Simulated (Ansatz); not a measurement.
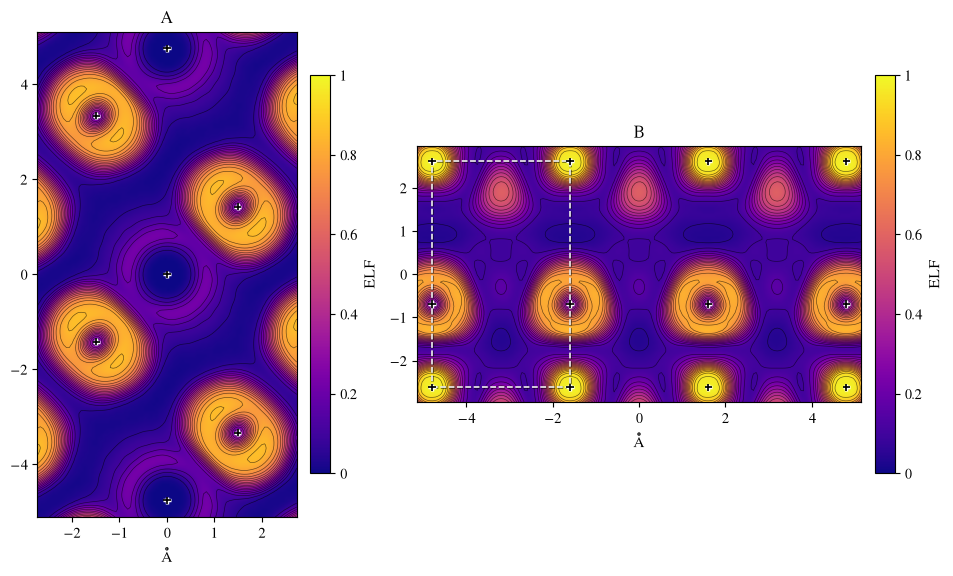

The ELF of 2 systems, each on a plane through atoms (crosses mark nuclei in the plane).

Computed with Ansatz, DFT r2SCAN, scalar-relativistic, plane waves, PAW.

System 1: CoO, the (010) plane of the conventional cell. Space group P6₃mc; a structure from a database of computed crystals, not necessarily the ambient phase; computed pressure about −20 GPa in this cell; computed without spin polarisation.

```xyz
4
Lattice="3.1976 0.0000 0.0000 -1.5988 2.7692 0.0000 0.0000 0.0000 5.2287" Properties=species:S:1:pos:R:3 pbc="T T T"
Co    0.0000    1.8462    0.0181
Co    1.5988    0.9231    2.6319
O     0.0000    1.8462    1.9430
O     1.5988    0.9231    4.5571
```

System 2: SnO2, the (001) plane of the conventional cell. Space group Pnnm; a structure from a database of computed crystals, not necessarily the ambient phase.

```xyz
6
Lattice="4.7598 0.0000 0.0000 0.0000 4.7601 0.0000 0.0000 0.0000 3.2007" Properties=species:S:1:pos:R:3 pbc="T T T"
Sn    2.3799    2.3800    1.6004
Sn    0.0000    0.0000    0.0000
O     1.4912    1.4210    0.0000
O     3.8711    0.9590    1.6004
O     0.8887    3.8010    1.6004
O     3.2686    3.3390    0.0000
```

**Match each panel to its system.**

Panel A is system 2, SnO2: the plane holds Sn and O. Sn–O (2.06 Å): the ELF peaks at about 0.80 in the valence shell of O, 0.6 Å from its nucleus, and is about 0.25 at the midpoint (no shared electron pair shows on this line). Panel B is system 1, CoO: the plane holds Co and O. Co–O (1.92 Å): the ELF peaks at about 0.85 in the valence shell of O, 0.6 Å from its nucleus, and is about 0.20 at the midpoint (no localised pair shows between them).
